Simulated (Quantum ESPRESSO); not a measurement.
# Run report: CuO, projected density-of-states run (part 3 of 3)

Continued. System: CuO (P-6m2, 2 atoms in the cell). Method: Kohn-Sham DFT of a periodic cell, LDA, DFT+U, SSSP 1.3 efficiency PBE, no spin polarisation (Quantum ESPRESSO 7.5); cutoff 748.31 eV, 11×11×10 k-mesh, fermi-dirac of 0.05 eV. The structure was built on a prototype by a generator; it need not be a known phase.

Geometry of the input (Å; fractional positions):
```
2.8363  0.0000  0.0000
-1.4182  2.4563  0.0000
0.0000  0.0000  2.7681
Cu 0.0000  0.0000  0.0000
O  0.6667  0.3333  0.5000
```

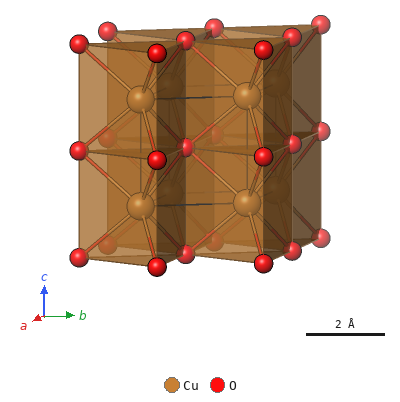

**Figure 1.** The structure (polyhedral view of the cell of the calculation, seen slightly off an axis; polyhedra are completed across the faces of the cell).

### The program's output, continued
```
    -7.8614   3.0105   4.6218   5.4896   6.5851   7.4566   7.8112   8.0292
     9.7829  15.8855  20.5468  21.7155  25.1240  25.2005  34.5915  35.5885
    37.7486  42.5448

          k = 0.1818 0.4199 0.0000 (   887 PWs)   bands (ev):

    -8.2769   3.1977   5.4617   5.4685   6.6384   7.2193   7.5384   8.0020
     9.6296  15.5358  19.6839  22.9329  27.3130  28.6546  32.8931  33.8968
    36.3003  41.7714

          k = 0.1818 0.4199 0.1025 (   897 PWs)   bands (ev):

    -8.2245   3.3031   5.1454   5.5168   6.6078   7.2285   7.7298   8.0606
     9.4240  15.7552  19.6384  23.0244  25.8926  29.1653  31.6818  35.6828
    37.2981  40.8102

          k = 0.1818 0.4199 0.2049 (   896 PWs)   bands (ev):

    -8.0833   3.5707   4.6507   5.3345   6.6046   7.3918   7.8363   8.2542
     9.1553  16.0757  19.5520  23.1416  24.3778  27.6338  32.5045  37.0989
    39.0538  40.4746

          k = 0.1818 0.4199 0.3074 (   894 PWs)   bands (ev):

    -7.9005   3.7956   4.1451   5.1932   6.6723   7.5210   7.8366   8.2250
     9.3566  16.0168  19.5614  22.5389  24.1211  25.9939  33.7807  36.8660
    39.4283  42.7079

          k = 0.1818 0.4199 0.4099 (   892 PWs)   bands (ev):

    -7.7446   3.5193   4.0959   5.2632   6.7182   7.5665   7.8646   8.1016
     9.7185  15.6591  19.7201  21.7266  24.3910  25.0214  34.8365  36.2256
    39.6488  43.3969

          k = 0.1818 0.4199-0.5123 (   898 PWs)   bands (ev):

    -7.6830   3.3499   4.1065   5.3481   6.7228   7.6065   7.8761   8.0336
     9.8765  15.4639  19.8552  21.3370  24.5981  24.6484  35.2412  35.9688
    39.9343  42.8385

          k = 0.1818 0.5249 0.0000 (   907 PWs)   bands (ev):

    -8.0946   2.9598   5.2469   5.3795   6.8367   7.1733   7.5179   7.7747
     9.8250  16.6573  18.7199  22.3144  27.4444  29.2584  32.8642  33.1274
    36.6736  40.4787

          k = 0.1818 0.5249 0.1025 (   895 PWs)   bands (ev):

    -8.0483   3.0627   5.0613   5.3447   6.6730   7.3776   7.6992   7.7948
     9.6171  16.8452  18.5725  22.4509  26.3809  28.4917  32.6681  35.0292
    37.5539  40.2569

          k = 0.1818 0.5249 0.2049 (   893 PWs)   bands (ev):

    -7.9240   3.3140   4.7356   5.0920   6.6738   7.4992   7.7182   8.2761
     9.2402  16.9007  18.4066  22.8401  24.7263  26.8373  33.4506  37.1141
    38.8762  41.0111

          k = 0.1818 0.5249 0.3074 (   892 PWs)   bands (ev):

    -7.7628   3.5414   4.2756   4.9987   6.7840   7.5295   7.7511   8.5251
     9.2732  16.2348  18.5938  23.0125  23.6449  25.5654  34.3891  36.7234
    41.0971  43.0551

          k = 0.1818 0.5249 0.4099 (   892 PWs)   bands (ev):

    -7.6250   3.5789   3.9010   5.1498   6.8702   7.5449   7.8122   8.3906
     9.7128  15.4405  18.7816  22.0416  24.0502  24.8986  35.1932  36.0989
    42.3422  43.4963

          k = 0.1818 0.5249-0.5123 (   896 PWs)   bands (ev):

    -7.5704   3.5203   3.8021   5.2546   6.8988   7.5880   7.8169   8.3145
     9.9196  15.0999  18.8443  21.6324  24.2980  24.6606  35.4834  35.9058
    43.0185  43.2083

          k = 0.2727 0.4724 0.0000 (   894 PWs)   bands (ev):

    -8.0831   3.2158   4.8766   5.3968   6.9364   7.1247   7.3912   7.7484
     9.8599  16.9405  19.2612  21.3570  27.6769  30.3300  32.2328  32.6522
    35.5839  40.6381

          k = 0.2727 0.4724 0.1025 (   905 PWs)   bands (ev):

    -8.0371   3.3290   4.7680   5.2554   6.7961   7.2797   7.6381   7.7584
     9.6586  17.0146  19.1896  21.5245  26.4177  29.2809  31.9456  35.3137
    36.4856  40.5517

          k = 0.2727 0.4724 0.2049 (   888 PWs)   bands (ev):

    -7.9132   3.6011   4.5251   4.9152   6.7389   7.4854   7.7166   8.1788
     9.2778  16.9270  18.9763  22.0698  24.6691  27.1421  33.3141  37.5334
    39.1168  40.3065

          k = 0.2727 0.4724 0.3074 (   887 PWs)   bands (ev):

    -7.7524   3.7923   4.1244   4.8503   6.7741   7.5857   7.7229   8.5130
     9.2441  16.3981  18.6407  22.6453  23.5848  25.6716  34.4250  38.6326
    39.1690  43.2301

          k = 0.2727 0.4724 0.4099 (   894 PWs)   bands (ev):

    -7.6150   3.6912   3.8044   5.1540   6.8130   7.5740   7.7318   8.4774
     9.6793  15.7300  18.2833  22.1491  24.0172  24.9047  34.9813  38.4457
    39.6656  44.1578

          k = 0.2727 0.4724-0.5123 (   892 PWs)   bands (ev):

    -7.5604   3.5362   3.7695   5.3317   6.8217   7.5824   7.7012   8.4518
     9.9027  15.4261  18.1193  21.8756  24.3717  24.6288  35.0486  38.3784
    40.1589  43.6794

          k = 0.2727 0.5774 0.0000 (   908 PWs)   bands (ev):

    -8.0096   3.3092   4.5524   5.3774   7.0854   7.0859   7.3935   7.5721
     9.9437  18.0323  18.7619  20.5667  27.9339  31.2840  31.5266  32.9412
    34.3441  40.4751

          k = 0.2727 0.5774 0.1025 (   899 PWs)   bands (ev):

    -7.9661   3.4298   4.4751   5.2062   6.8584   7.4340   7.5208   7.6109
     9.7466  17.9792  18.6814  20.8416  26.7164  28.9562  32.9447  34.7798
    35.6646  40.4850

          k = 0.2727 0.5774 0.2049 (   885 PWs)   bands (ev):

    -7.8488   3.6952   4.3826   4.7607   6.8097   7.5395   7.5949   8.1889
     9.3346  17.5354  18.4679  21.6961  24.7983  26.9461  33.8239  37.3946
    38.7122  40.6702

          k = 0.2727 0.5774 0.3074 (   884 PWs)   bands (ev):

    -7.6961   3.7568   4.2185   4.6471   6.8352   7.5684   7.6505   8.7788
     9.1098  16.7079  18.0533  22.8095  23.3215  25.6336  34.5675  38.6853
    40.6576  41.8971

          k = 0.2727 0.5774 0.4099 (   888 PWs)   bands (ev):

    -7.5651   3.6622   3.7893   5.1060   6.8680   7.5528   7.6606   8.7037
     9.6350  15.8812  17.5682  22.3161  23.8998  24.9461  34.8688  38.8077
    41.9710  42.6566

          k = 0.2727 0.5774-0.5123 (   888 PWs)   bands (ev):

    -7.5130   3.5959   3.6485   5.3228   6.8806   7.5503   7.6363   8.6540
     9.9082  15.5218  17.3448  22.0288  24.2989  24.7284  34.8607  38.8901
    42.5812  43.4910

     the Fermi energy is     9.3839 ev

!    total energy              =    -248.60364324 Ry
     total all-electron energy =     -3454.330302 Ry
     estimated scf accuracy    <          3.3E-12 Ry
     smearing contrib. (-TS)   =      -0.00160262 Ry
     internal energy E=F+TS    =    -248.60204062 Ry

     The total energy is F=E-TS. E is the sum of the following terms:
     one-electron contribution =     -34.01690145 Ry
     hartree contribution      =      37.71898124 Ry
     xc contribution           =     -51.17338772 Ry
     ewald contribution        =    -107.07307456 Ry
     Hubbard energy            =       0.03531486 Ry
     one-center paw contrib.   =     -94.09297301 Ry

     convergence has been achieved in  11 iterations

     Forces acting on atoms (cartesian axes, Ry/au):

     atom    1 type  1   force =     0.00000000    0.00000000    0.00000000
     atom    2 type  2   force =     0.00000000    0.00000000    0.00000000

     Total force =     0.000000     Total SCF correction =     0.000000

     Computing stress (Cartesian axis) and pressure

          total   stress  (Ry/bohr**3)                   (kbar)     P=     -149.71
  -0.00072003   0.00000000   0.00000000         -105.92        0.00        0.00
   0.00000000  -0.00072003   0.00000000            0.00     -105.92        0.00
   0.00000000   0.00000000  -0.00161307            0.00        0.00     -237.29

=------------------------------------------------------------------------------=
   JOB DONE.
=------------------------------------------------------------------------------=
```

### File pp_density.out
```
This program is part of the open-source Quantum ESPRESSO suite
     for quantum simulation of materials; please cite
         "P. Giannozzi et al., J. Phys.:Condens. Matter 21 395502 (2009);
         "P. Giannozzi et al., J. Phys.:Condens. Matter 29 465901 (2017);
         "P. Giannozzi et al., J. Chem. Phys. 152 154105 (2020);
          URL
     in publications or presentations arising from this work. More details at

     ./tmp/pwscf.save/
     file Cu.paw.z_11.ld1.psl.v1.0.0-low.upf: wavefunction(s)  4S 3D renormalized
     file O.pbe-n-kjpaw_psl.0.1.UPF: wavefunction(s)  2P renormalized

     IMPORTANT: XC functional enforced from input :
     Exchange-correlation= PZ
                           (   1   1   0   0   0   0   0)
     Any further DFT definition will be discarded
     Please, verify this is what you really want

     G-vector sticks info
     --------------------
     sticks:   dense  smooth     PW     G-vecs:    dense   smooth      PW
     Sum         859     433    139                20213     7165    1279

     Using Slab Decomposition

     Calling punch_plot, plot_num =   0
     Writing data to file  density.dat
     Reading data from file  density.dat

     Writing data to be plotted to file density.cube
     Plot Type: 3D                     Output format: Gaussian cube

=------------------------------------------------------------------------------=
   JOB DONE.
=------------------------------------------------------------------------------=
```

### File pp_potential.out
```
This program is part of the open-source Quantum ESPRESSO suite
     for quantum simulation of materials; please cite
         "P. Giannozzi et al., J. Phys.:Condens. Matter 21 395502 (2009);
         "P. Giannozzi et al., J. Phys.:Condens. Matter 29 465901 (2017);
         "P. Giannozzi et al., J. Chem. Phys. 152 154105 (2020);
          URL
     in publications or presentations arising from this work. More details at

     ./tmp/pwscf.save/
     file Cu.paw.z_11.ld1.psl.v1.0.0-low.upf: wavefunction(s)  4S 3D renormalized
     file O.pbe-n-kjpaw_psl.0.1.UPF: wavefunction(s)  2P renormalized

     IMPORTANT: XC functional enforced from input :
     Exchange-correlation= PZ
                           (   1   1   0   0   0   0   0)
     Any further DFT definition will be discarded
     Please, verify this is what you really want

     G-vector sticks info
     --------------------
     sticks:   dense  smooth     PW     G-vecs:    dense   smooth      PW
     Sum         859     433    139                20213     7165    1279

     Using Slab Decomposition

     Calling punch_plot, plot_num =  11
     Writing data to file  potential.dat
     Reading data from file  potential.dat

     Writing data to be plotted to file potential.cube
     Plot Type: 3D                     Output format: Gaussian cube

=------------------------------------------------------------------------------=
   JOB DONE.
=------------------------------------------------------------------------------=
```

### File projwfc.out
```
This program is part of the open-source Quantum ESPRESSO suite
     for quantum simulation of materials; please cite
         "P. Giannozzi et al., J. Phys.:Condens. Matter 21 395502 (2009);
         "P. Giannozzi et al., J. Phys.:Condens. Matter 29 465901 (2017);
         "P. Giannozzi et al., J. Chem. Phys. 152 154105 (2020);
          URL
     in publications or presentations arising from this work. More details at

     ./tmp/pwscf.save/
     file Cu.paw.z_11.ld1.psl.v1.0.0-low.upf: wavefunction(s)  4S 3D renormalized
     file O.pbe-n-kjpaw_psl.0.1.UPF: wavefunction(s)  2P renormalized

     IMPORTANT: XC functional enforced from input :
     Exchange-correlation= PZ
                           (   1   1   0   0   0   0   0)
     Any further DFT definition will be discarded
     Please, verify this is what you really want

     G-vector sticks info
     --------------------
     sticks:   dense  smooth     PW     G-vecs:    dense   smooth      PW
     Sum         859     433    139                20213     7165    1279

     Using Slab Decomposition

     Optimized tetrahedron method (read from file)
     [opt_tetra]  Optimized tetrahedron method is used.

     Calling projwave ....

  Problem Sizes
  natomwfc =           13
  nbnd     =           18
  nkstot   =          264
  npwx     =          918
  nkb      =           26

     Atomic states used for projection
     (read from pseudopotential files):

     state #   1: atom   1 (Cu ), wfc  1 (l=0 m= 1)
     state #   2: atom   1 (Cu ), wfc  2 (l=1 m= 1)
     state #   3: atom   1 (Cu ), wfc  2 (l=1 m= 2)
     state #   4: atom   1 (Cu ), wfc  2 (l=1 m= 3)
     state #   5: atom   1 (Cu ), wfc  3 (l=2 m= 1)
     state #   6: atom   1 (Cu ), wfc  3 (l=2 m= 2)
     state #   7: atom   1 (Cu ), wfc  3 (l=2 m= 3)
     state #   8: atom   1 (Cu ), wfc  3 (l=2 m= 4)
     state #   9: atom   1 (Cu ), wfc  3 (l=2 m= 5)
     state #  10: atom   2 (O  ), wfc  1 (l=0 m= 1)
     state #  11: atom   2 (O  ), wfc  2 (l=1 m= 1)
     state #  12: atom   2 (O  ), wfc  2 (l=1 m= 2)
     state #  13: atom   2 (O  ), wfc  2 (l=1 m= 3)

[... projections at each k point ...]
Lowdin Charges:

     Atom #   1: total charge =  10.6091, s =  0.3363,
     Atom #   1: total charge =  10.6091, p =  0.8042, pz=  0.2726, px=  0.2658, py=  0.2658,
     Atom #   1: total charge =  10.6091, d =  9.4686, dz2=  1.9832, dxz=  1.7770, dyz=  1.7770, dx2-y2=  1.9657, dxy=  1.9657,
     Atom #   2: total charge =   6.3705, s =  1.6935,
     Atom #   2: total charge =   6.3705, p =  4.6769, pz=  1.5406, px=  1.5681, py=  1.5681,
     Atom #   2: total charge =   6.3705, d =  0.0000, dz2=  0.0000, dxz=  0.0000, dyz=  0.0000, dx2-y2=  0.0000, dxy=  0.0000,
     Spilling Parameter:   0.0012

=------------------------------------------------------------------------------=
   JOB DONE.
=------------------------------------------------------------------------------=
```

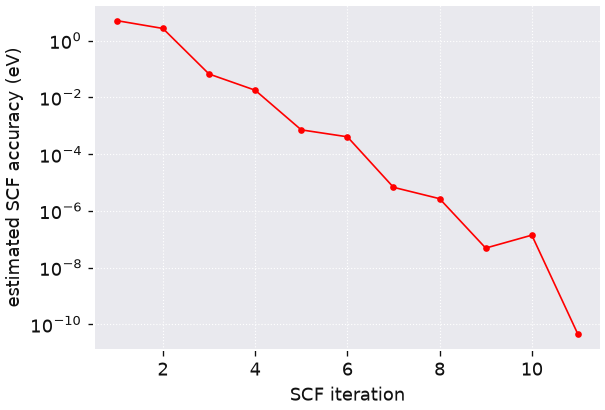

**Figure 2.** Convergence of the self-consistent field: estimated SCF accuracy against the iteration. The field takes 11 iterations in all.

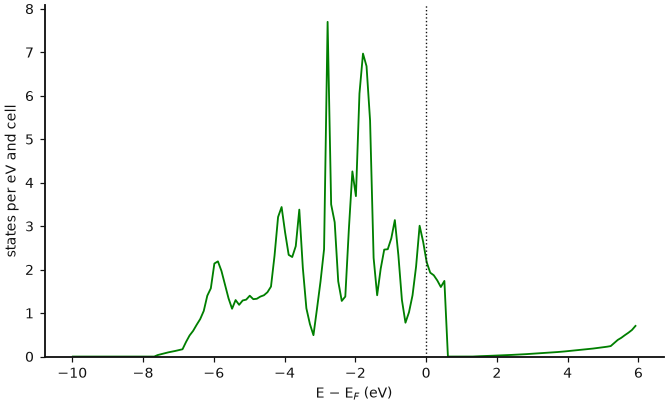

**Figure 3.** Density of states from the levels on the mesh of the run, whose fine structure reflects that mesh, with energies from the Fermi level of the run. At the top of the window the curve may fall because the computed bands end.

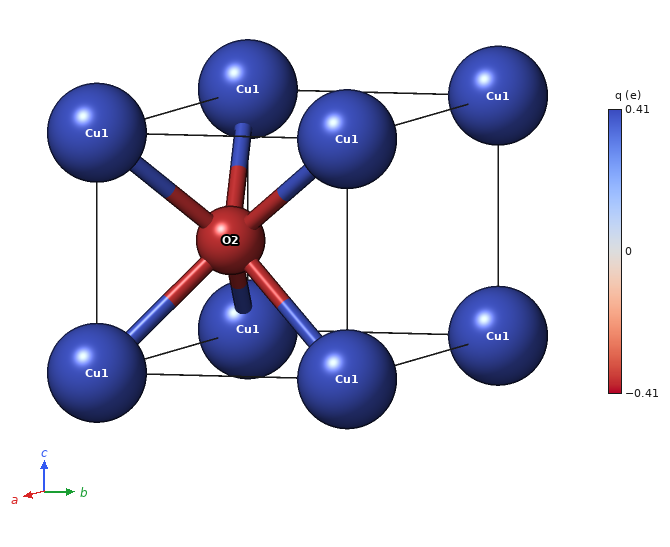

**Figure 4.** Löwdin charges, as the colour of each atom (ball-and-stick view of the cell of the calculation, seen at an oblique angle; atoms are numbered from 1 in the order of the input). By element: Cu +0.39 and O −0.37 e.

### Summary

| quantity | value |
| --- | --- |
| outcome | converged |
| space group (tolerance 0.01 Å) | P-6m2 (187) |
| electrons treated | 17 |
| free energy | −3382.4249 eV |
| Fermi energy | 9.384 eV |
| gap on the k-point mesh | none (metallic) |
| pressure | −14.97 GPa |
| largest force (length of the vector) | under 0.001 eV/Å |
| hardware | 1 thread of Intel Xeon @ 2.50GHz (Skylake/Cascade Lake), 96 GiB of memory available, shared host |
| wall time | 65 s |
| peak memory | 0.14 GiB |

### Remarks

The record of the run, not the program, notes: potentials made for another functional. Points of doubt noted for this run: potentials made for another functional. The run has no spin polarisation, so a magnetic state may lie lower.
